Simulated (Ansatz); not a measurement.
## What a change does: single-point calculation on LiH

System: LiH (Imm2, 2 atoms in the cell).
Method of run 1: DFT PBE, scalar-relativistic, plane waves, PAW, no spin polarisation (Ansatz 0.2.0).

The structure derives from an entry of the Crystallography Open Database. Text and figures count atoms from 1; the logs count them from 0 in places.

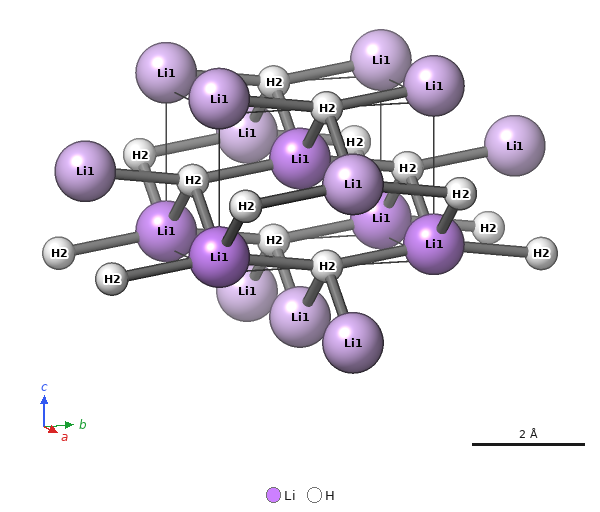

The input geometry (ball-and-stick view of the cell 2 times as large as that of the calculation, set on its symmetry axes, seen slightly off an axis; neighbours outside the cell are drawn fainter; atoms are numbered from 1 in the order of the input). An atom can appear more than once, as a periodic image.

## Input, run 1
```yaml
crystal:
  lattice:
    - [0.0, 2.0325, 2.0325]
    - [2.0325, 0.0, 2.0325]
    - [2.0325, 2.0325, 0.0]
  atoms:
    - { symbol: Li, position: [-0.098400984, 0.0, 0.0] }
    - { symbol: H, position: [0.5, 0.5, 0.5] }
basis:
  ecutwfc: 420
kpoints:
  mp_grid: { grid: [10, 10, 10] }
hamiltonian:
  xc: pbe
scf:
  occupations: { method: gaussian, width: 0.05 }
output:
  forces: true
  stress: true
  eigenvalues: true
```

Command:
```bash
ansatz run input.yaml --threads 1 --pin off --max-ram 2560MiB --backend cpu --events-out ev --progress --plain --runs-dir out
```

Hardware: 1 thread of Arm Neoverse V1, 24 GiB of memory available, shared host.

## Output, shortened to warnings, some set-up lines, iterations and results (run 1)
```
Basis set: ecut = 420 eV, 331 PW (Γ), exchange–correlation on 40×40×40 points (8 copies of the dense FFT grid, shifted against one another)
Symmetry: 4 space group operations
k-points: 171 of 1000 (time reversal used)
Initial density: superposition of atomic densities (neutral atoms: chi_scale 0, normalization atom), corrected by the library's trained network
[...]
SCF iter   1: F=—  HF=-221.347910 eV  |F-HF|=—  |Δ(HF+E_count)|=         —  Δρ=1.31e-3  dr2=2.32e-4  ethr=1.77e-3  ⟨swp⟩=4.8  Hψ=8224  notcnv=0
SCF iter   2: F=—  HF=-221.347889 eV  |F-HF|=—  |Δ(HF+E_count)|=   2.04e-5  Δρ=5.39e-4  dr2=4.00e-5  ethr=5.81e-6  ⟨swp⟩=1.2  Hψ=2421  notcnv=0
SCF iter   3: F=—  HF=-221.347893 eV  |F-HF|=—  |Δ(HF+E_count)|=   3.62e-6  Δρ=5.29e-5  dr2=3.14e-7  ethr=9.99e-7  ⟨swp⟩=2.0  Hψ=1197  notcnv=0
SCF iter   4: F=-221.347893 eV  HF=-221.347893 eV  |F-HF|=6.07e-9  |Δ(HF+E_count)|=   4.32e-7  Δρ=6.94e-6  dr2=3.73e-9  ethr=7.86e-9  ⟨swp⟩=2.0  Hψ=1197  notcnv=0
SCF iter   5: F=-221.347893 eV  HF=-221.347893 eV  |F-HF|=3.35e-11  |Δ(HF+E_count)|=   7.24e-9  Δρ=1.03e-6  dr2=1.48e-10  ethr=9.33e-11  ⟨swp⟩=2.0  Hψ=1198  notcnv=0
SCF iter   6: F=-221.347893 eV  HF=-221.347893 eV  |F-HF|=5.12e-13  |Δ(HF+E_count)|=  5.80e-11  Δρ=7.47e-8  dr2=6.50e-13  ethr=3.69e-12  ⟨swp⟩=1.0  Hψ=2736  notcnv=0
SCF 1 converged in 6 iterations: F = -221.347893 eV  dr2 = 6.50e-13
SCF converged after 6 iterations
Free energy (F): -221.347893 eV
Harris-Foulkes:  -221.347893 eV  (|F-HF|=5.12e-13)
Internal energy: -221.347893 eV  (E = F + TS)
E sigma→0 (E₀):  -221.347893 eV
Fermi energy:    2.022608 eV
--- Per-component energies (eV) ---
  E_band       = -90.944879
  E_kinetic    = 35.865337
  E_local      = -127.140582  (includes V_loc(G=0)·N_el)
  E_nonlocal   = -31.732889
  E_hartree    = 35.717825
  E_xc         = -20.146233
  E_vxc        = -26.002741  (∫ρ·V_xc dr)
  E_paw        = -21.547902  (= ΣΔE_a)
  E_vpaw       = -13.368566  (= ΣTr[D̂ρ^β])
  E_aug_tail   = -0.001089  (compensation charges beyond the density's cutoff)
  E_ewald      = -92.362360
  E_smearing   = -0.000000  (= −TS)
  E_closure    = 0.000000  (closes the sum)
  Σ components = -221.347893   (vs F -221.347893, Δ=0.00e0)
--- Forces (eV/Å), atoms counted from 1 ---
  atom   1  Li     0.00000000     0.21424633     0.21424633
  atom   2  H      0.00000000    -0.21424645    -0.21424645
  max |Σ_I F_I| component: 1.15e-7 eV/Å
--- Stress (GPa, compression-positive) ---
       -2.334584      -0.000000       0.000000
       -0.000000       0.660063      -0.400431
        0.000000      -0.400431       0.660063
  P = ⅓ Tr σ = -0.3382 GPa (-3.382 kbar)
```

The input of run 2 differs as follows (lines with − go, lines with + come):
```diff
-    - { symbol: Li, position: [-0.098400984, 0.0, 0.0] }
+    - { symbol: Li, position: [-0.024600246, 0.024600246, -0.024600246] }
```

How does run 2 compare with run 1?

With the same functional and potentials, run 2 lies 17.8 meV per atom lower. The pressure goes from −0.34 to −1.32 GPa. The largest force goes from 0.303 to 0.103 eV/Å. The number of SCF iterations is the same. The irreducible k-points go from 171 to 102.

## Output, shortened to warnings, some set-up lines, iterations and results (run 2)
```
Basis set: ecut = 420 eV, 331 PW (Γ), exchange–correlation on 40×40×40 points (8 copies of the dense FFT grid, shifted against one another)
Symmetry: 8 space group operations
k-points: 102 of 1000 (time reversal used)
Initial density: superposition of atomic densities (neutral atoms: chi_scale 0, normalization atom), corrected by the library's trained network
[...]
SCF iter   1: F=—  HF=-221.383439 eV  |F-HF|=—  |Δ(HF+E_count)|=         —  Δρ=9.92e-4  dr2=9.55e-5  ethr=1.77e-3  ⟨swp⟩=4.8  Hψ=4911  notcnv=0
SCF iter   2: F=—  HF=-221.383458 eV  |F-HF|=—  |Δ(HF+E_count)|=   1.94e-5  Δρ=4.21e-4  dr2=1.61e-5  ethr=2.39e-6  ⟨swp⟩=1.7  Hψ=1498  notcnv=0
SCF iter   3: F=—  HF=-221.383473 eV  |F-HF|=—  |Δ(HF+E_count)|=   1.47e-5  Δρ=5.45e-5  dr2=3.55e-7  ethr=4.02e-7  ⟨swp⟩=2.0  Hψ=714  notcnv=0
SCF iter   4: F=-221.383474 eV  HF=-221.383474 eV  |F-HF|=2.62e-9  |Δ(HF+E_count)|=   6.30e-7  Δρ=8.58e-6  dr2=8.11e-9  ethr=8.88e-9  ⟨swp⟩=2.0  Hψ=714  notcnv=0
SCF iter   5: F=-221.383474 eV  HF=-221.383474 eV  |F-HF|=1.53e-10  |Δ(HF+E_count)|=  5.93e-10  Δρ=1.01e-6  dr2=8.55e-11  ethr=2.03e-10  ⟨swp⟩=2.1  Hψ=805  notcnv=0
SCF iter   6: F=-221.383474 eV  HF=-221.383474 eV  |F-HF|=7.39e-13  |Δ(HF+E_count)|=  1.81e-10  Δρ=7.41e-8  dr2=5.01e-13  ethr=2.14e-12  ⟨swp⟩=1.0  Hψ=1632  notcnv=0
SCF 1 converged in 6 iterations: F = -221.383474 eV  dr2 = 5.01e-13
SCF converged after 6 iterations
Free energy (F): -221.383474 eV
Harris-Foulkes:  -221.383474 eV  (|F-HF|=7.39e-13)
Internal energy: -221.383474 eV  (E = F + TS)
E sigma→0 (E₀):  -221.383474 eV
Fermi energy:    2.023560 eV
--- Per-component energies (eV) ---
  E_band       = -90.967797
  E_kinetic    = 35.680518
  E_local      = -126.277363  (includes V_loc(G=0)·N_el)
  E_nonlocal   = -31.767819
  E_hartree    = 35.351654
  E_xc         = -20.099780
  E_vxc        = -25.942396  (∫ρ·V_xc dr)
  E_paw        = -21.537403  (= ΣΔE_a)
  E_vpaw       = -13.363000  (= ΣTr[D̂ρ^β])
  E_aug_tail   = -0.001045  (compensation charges beyond the density's cutoff)
  E_ewald      = -92.732235
  E_smearing   = -0.000000  (= −TS)
  E_closure    = 0.000000  (closes the sum)
  Σ components = -221.383474   (vs F -221.383474, Δ=0.00e0)
--- Forces (eV/Å), atoms counted from 1 ---
  atom   1  Li     0.00000000     0.10263177     0.00000000
  atom   2  H     -0.00000000    -0.10263184    -0.00000000
  max |Σ_I F_I| component: 6.50e-8 eV/Å
--- Stress (GPa, compression-positive) ---
       -1.576426       0.000000       0.000000
        0.000000      -0.795758      -0.000000
        0.000000      -0.000000      -1.576426
  P = ⅓ Tr σ = -1.3162 GPa (-13.162 kbar)
```

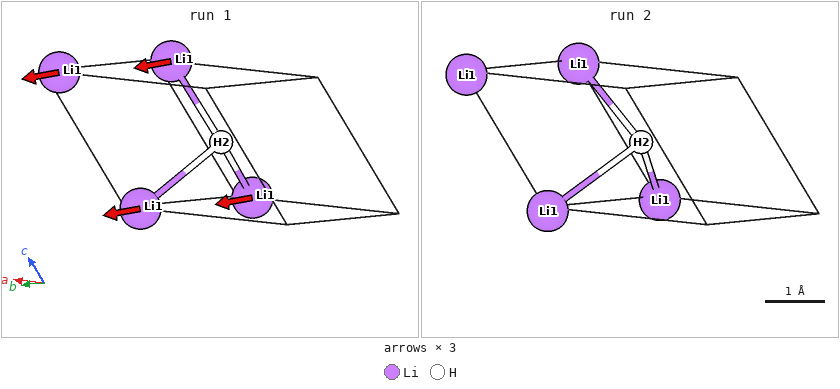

The two input geometries at one scale (ball-and-stick view of the cell of the calculation, seen at an oblique angle). The red arrows on the first give the shifts of the atoms relative to the cell, magnified 3 times. The largest move is that of Li1, 0.22 Å. H stays in place. The cell stays as it was. Among the contacts that change: Li1–H2 2.241 → 2.035 Å.

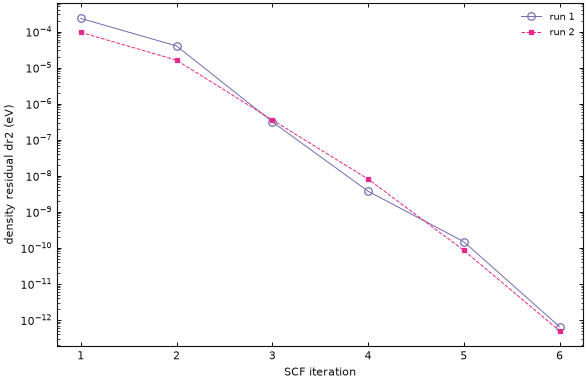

Convergence of the two runs: density residual dr2 against the SCF iteration. Run 1 takes 6 iterations in all, and run 2 takes 6.

## The two runs side by side

| quantity | run 1 | run 2 |
| --- | --- | --- |
| outcome | converged | converged |
| free energy per atom (eV) | −110.6739 | −110.6917 |
| gap on the mesh (eV) | 3.05 | 3.02 |
| pressure (GPa) | −0.34 | −1.32 |
| largest force (eV/Å) | 0.303 | 0.103 |
| SCF iterations | 6 | 6 |
| irreducible k-points | 171 | 102 |
| plane waves at Γ | 331 | 331 |
| wall time (shared host) | 1.8 s | 1.2 s |
